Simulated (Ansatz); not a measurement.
The Ansatz input:

```
crystal:
  lattice:
    - [3.70507, 0.0, 0.0]
    - [-1.852535, 3.208685, 0.0]
    - [0.0, 0.0, 6.055045]
  atoms:
    - { symbol: Sc, position: [0.33333, 0.66667, 0.25] }
    - { symbol: Sc, position: [0.66666, 0.33333, 0.75] }
  symmetry: { tolerance: 0.0003 }
kpoints:
  mp_grid: { grid: [8, 8, 4], shift: [0, 0, 0] }
  band_path:
    path:
      - [0.0, 0.0, 0.0]
      - [0.5, 0.0, 0.0]
      - [0.33333333, 0.33333333, 0.0]
      - [0.0, 0.0, 0.0]
      - [0.0, 0.0, 0.5]
      - [0.5, 0.0, 0.5]
      - [0.33333333, 0.33333333, 0.5]
      - [0.0, 0.0, 0.5]
      - [0.5, 0.0, 0.5]
      - [0.5, 0.0, 0.0]
      - [0.33333333, 0.33333333, 0.5]
    npoints: 6
magnetization:
  spin_polarized: false
scf:
  occupations: { method: methfessel_paxton, width: 0.033 }
  lower_state_search: "off"
  max_iter: 200
hamiltonian:
  pseudopotentials: { kind: paw }
  xc: pbe
basis:
  ecutwfc: 420
  fft_grid_basis: typed
output:
  forces: true
  stress: true
  eigenvalues: true
  bader: true
  populations: true
  elf: true
  write_potential: true
  volumetric_format: npy
  dos:
    e_range: [-12, 8]
    de: 0.05
    projected: { site_lists: { Sc: [Sc] } }
checkpoint:
  read: saved_state
```

What will the band structure look like? The path is Γ–M–K–Γ–A–L–H–A–L–M–H.

A metal: bands cross the Fermi level along this path. The last band that the electron count would fill rises to 0.58 eV above the Fermi level at A, leaving holes there, and the next band dips to 0.24 eV below it between M and K, holding electrons: an overlap of 0.82 eV. At A the nearest levels lie 3.23 eV below and 0.58 eV above the Fermi level.

The structure was built from a prototype or by substitution, so it need not be a known phase. The cell is at −11 GPa in this functional.

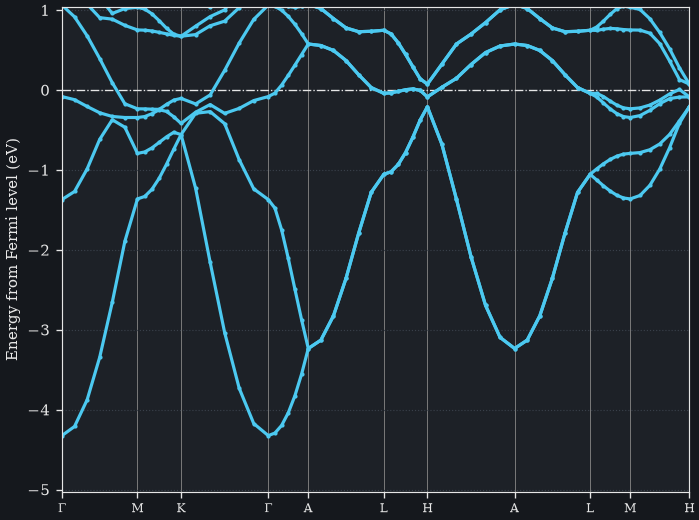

Band structure. Energies are counted from the Fermi level. The path runs straight from each named point to the next. The path has few k points, so lines between them are rough.
